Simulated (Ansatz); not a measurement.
**Single-point calculation, with input and output: InPd**

The run: single-point calculation of InPd (Pm-3m, 2 atoms in the cell). Method and program: DFT PBE, scalar-relativistic, plane waves, PAW, no spin polarisation (Ansatz 0.2.0).

The structure derives from a Materials Project entry. Figures and captions count atoms from 1; the log counts them from 0 in places.

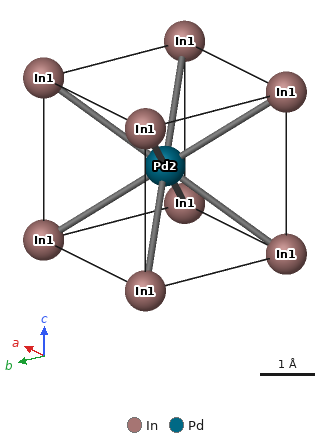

*The structure as given in the input (ball-and-stick view of the cell of the calculation, seen at an oblique angle; atoms are numbered from 1 in the order of the input). An atom can appear more than once, as a periodic image.*

Near neighbours in the periodic cell (some may lie outside the picture): In has 8 Pd at 2.83 Å; Pd has 8 In at 2.83 Å.

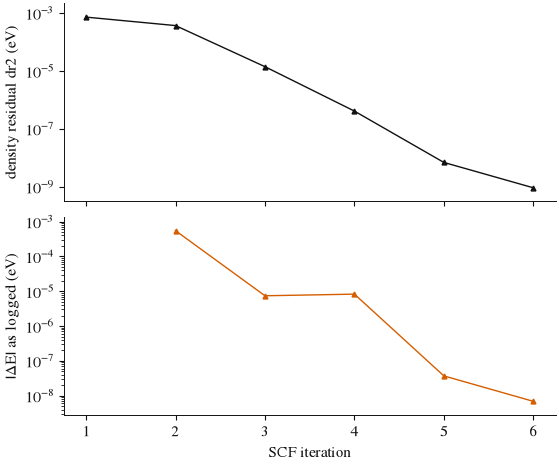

*Convergence of the self-consistent field: density residual dr2 and size of the energy change against the SCF iteration.*

The residual falls at every step.

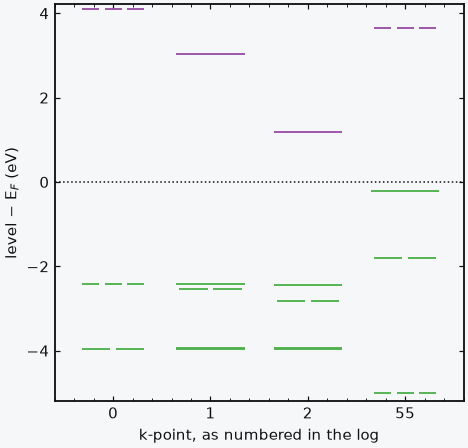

*Kohn–Sham levels near the Fermi level (dotted) at the few k-points that the log prints; levels within 0.02 eV of each other stand side by side.*

The system is metallic on the full mesh.

The input and output of the run follow.

Input file:
```yaml
crystal:
  lattice:
    - [3.2718854293, 0.0, 0.0]
    - [0.0, 3.2718854293, 0.0]
    - [0.0, 0.0, 3.2718854293]
  atoms:
    - { symbol: In, position: [0.0, 0.0, 0.0] }
    - { symbol: Pd, position: [0.5, 0.5, 0.5] }
basis:
  ecutwfc: 420
  ecutrho_ratio: 4
kpoints:
  mp_grid: { grid: [10, 10, 10] }
hamiltonian:
  xc: pbe
scf:
  occupations: { method: gaussian, width: 0.05 }
output:
  forces: true
  stress: true
  eigenvalues: true
```

Launched with:
```bash
ansatz run input.yaml --threads 4 --pin off --max-ram 9216MiB --backend cpu --events-out ev --progress --plain --runs-dir out
```

Log:
```
Engine: ansatz 0.2.0, x86_64-unknown-linux-gnu
Pseudopotentials: kind: paw
Pseudopotential: In, paw, valence charge 13, recommended cutoff 420 eV (normal), In.paw.azcp
Pseudopotential: Pd, paw, valence charge 18, recommended cutoff 420 eV (normal), Pd.paw.azcp
Functional definition: PBE
  parameter kappa = 0.804
  parameter beta = 0.06672455060314922
  exchange = pbe_x(kappa = kappa, mu = beta*pi^2/3)
  correlation = pbe_c(beta = beta)
Crystal: 2 atoms, lattice volume = 35.026 Å³
Basis set: ecut = 420 eV, 691 PW (Γ), exchange–correlation on 48×48×48 points (8 copies of the dense FFT grid, shifted against one another)
Bands: 20, of which v1, the nominal top of the filled ones, is band 16 counted from 1 (15 counted from 0)
Symmetry: 48 space group operations
Space group: Pm-3m (ITA 221), of the structure as read, at distance tolerance 3.3e-5 Å
k-points: 56 of 1000
Non-local potential: In, projectors of the file, l = 0: 2, l = 1: 2, l = 2: 2, l = 3: 2
Non-local potential: Pd, projectors of the file, l = 0: 2, l = 1: 2, l = 2: 2, l = 3: 1
PAW form: soft (Blöchl's): semilocal exchange-correlation on the pseudo side does not see the compensation charge
PAW one-centre angular grid: In, 590 points (default); XC on 64 Gauss nodes
PAW one-centre angular grid: Pd, 590 points (default); XC on 64 Gauss nodes
Initial density: superposition of atomic densities (neutral atoms: chi_scale 0, normalization atom), corrected by the library's trained network
Initial wavefunctions: pseudopotential atomic-orbital guess
Functional: x = pbe(κ = 0.804, μ = 0.2195149727645171), c = pbe(β = 0.06672455060314922)
SCF iter   1: F=—  HF=-12571.656990 eV  |F-HF|=—  |Δ(HF+E_count)|=         —  Δρ=1.48e-3  dr2=7.21e-4  ethr=1.77e-3  ⟨swp⟩=5.8  Hψ=5047  notcnv=0
preconditioner: auto → none  [metal: Δε(μ)=0.041 eV  Ē_g=14.531 eV  σ=0.050 eV  W_gap=0.40  n_scr=6 (ndim 8)  ℏωp=30.1 eV  f_vac=0.000  D(μ)=1.48/eV (n_scr^D=18)  sad-step TF]
SCF iter   2: F=—  HF=-12571.657540 eV  |F-HF|=—  |Δ(HF+E_count)|=   5.49e-4  Δρ=9.59e-4  dr2=3.68e-4  ethr=2.33e-6  ⟨swp⟩=2.7  Hψ=2275  notcnv=0
SCF iter   3: F=—  HF=-12571.657532 eV  |F-HF|=—  |Δ(HF+E_count)|=   7.41e-6  Δρ=2.56e-4  dr2=1.40e-5  ethr=1.19e-6  ⟨swp⟩=2.0  Hψ=1417  notcnv=0
SCF iter   4: F=—  HF=-12571.657541 eV  |F-HF|=—  |Δ(HF+E_count)|=   8.25e-6  Δρ=4.72e-5  dr2=4.10e-7  ethr=4.52e-8  ⟨swp⟩=2.2  Hψ=1833  notcnv=0
iter 5 did not close the SCF: its close was put off for the readings that it lacked (scf_convergence_deferred on its scf_iter line)
SCF iter   5: F=-12571.657541 eV  HF=-12571.657541 eV  |F-HF|=5.48e-9  |Δ(HF+E_count)|=   3.70e-8  Δρ=7.44e-6  dr2=6.91e-9  ethr=1.32e-9  ⟨swp⟩=2.2  Hψ=1527  notcnv=0
SCF iter   6: F=-12571.657541 eV  HF=-12571.657541 eV  |F-HF|=2.15e-10  |Δ(HF+E_count)|=   6.87e-9  Δρ=2.34e-6  dr2=9.20e-10  ethr=2.23e-11  ⟨swp⟩=2.7  Hψ=3946  notcnv=0
SCF 1 converged in 6 iterations: F = -12571.657541 eV  dr2 = 9.20e-10
  greatest PAW one-centre occupation: 0.999 electrons in one spin orbital (limit 2), on the Pd atom at site 1 (counted from 0), in its partial waves of l = 0
SCF converged after 6 iterations
Free energy (F): -12571.657541 eV
Harris-Foulkes:  -12571.657541 eV  (|F-HF|=2.15e-10)
Internal energy: -12571.655696 eV  (E = F + TS)
E sigma→0 (E₀):  -12571.656618 eV
Entropy (-TS):   -0.001845 eV (-0.922 meV/atom)
Fermi energy:    16.888638 eV
--- Per-component energies (eV) ---
  E_band       = -144.312679
  E_kinetic    = 760.472603
  E_local      = -2900.862022  (includes V_loc(G=0)·N_el)
  E_nonlocal   = 585.145298
  E_hartree    = 1179.792274
  E_xc         = -384.942342
  E_vxc        = -312.402010  (∫ρ·V_xc dr)
  E_paw        = -7907.347517  (= ΣΔE_a)
  E_vpaw       = -636.252914  (= ΣTr[D̂ρ^β])
  E_aug_tail   = 0.000244  (compensation charges beyond the density's cutoff)
  E_ewald      = -3903.914234
  E_smearing   = -0.001845  (= −TS)
  E_closure    = -0.000000  (closes the sum)
  Σ components = -12571.657541   (vs F -12571.657541, Δ=0.00e0)
--- Forces (eV/Å), atoms counted from 1 ---
  atom   1  In     0.00000000    -0.00000000     0.00000000
  atom   2  Pd     0.00000000    -0.00000000    -0.00000000
  max |Σ_I F_I| component: 1.01e-28 eV/Å
--- Stress (GPa, compression-positive) ---
        3.915919       0.000000       0.000000
       -0.000000       3.915919       0.000000
        0.000000       0.000000       3.915919
  P = ⅓ Tr σ = 3.9159 GPa (39.159 kbar)
--- Band table (eV; the first three rows and the last of 56) ---
  k-point 0: bands = ["-67.7794", "-33.5263", "-33.5263", "-33.5263", "1.7963", "1.7963", "2.2056", "2.2056", "2.2056", "6.6923", "12.9285", "12.9285", "14.4714", "14.4714", "14.4714", "20.9798", "20.9798", "20.9798", "26.1665", "27.3284"]
  k-point 1: bands = ["-67.7793", "-33.5294", "-33.5261", "-33.5261", "1.8018", "1.8300", "2.1954", "2.1954", "2.2086", "6.8515", "12.9301", "12.9546", "14.3541", "14.3541", "14.4643", "19.9283", "21.2959", "21.2959", "26.5424", "27.2702"]
  k-point 2: bands = ["-67.7789", "-33.5374", "-33.5255", "-33.5255", "1.8162", "1.9180", "2.1688", "2.1688", "2.2166", "7.3269", "12.9344", "12.9614", "14.0772", "14.0772", "14.4459", "18.0765", "22.1681", "22.1681", "26.6884", "27.1089"]
  k-point 55: bands = ["-67.7749", "-33.5525", "-33.5525", "-33.5525", "1.9348", "1.9348", "1.9348", "2.4178", "2.4178", "11.8834", "11.8834", "11.8834", "15.0836", "15.0836", "16.6857", "20.5475", "20.5475", "20.5475", "21.1511", "21.1511"]
```

Key numbers:

```csv
quantity,value
outcome,converged
space group (tolerance 0.01 Å),Pm-3m (221)
electrons treated,31
free energy,−12571.6575 eV
Fermi energy,16.889 eV
gap on the k-point mesh,none (metallic)
pressure,3.92 GPa
largest force (length of the vector),under 0.001 eV/Å
hardware,"4 threads of Intel Xeon (Granite Rapids), 12 GiB of memory available, shared host"
peak memory,0.41 GiB
```
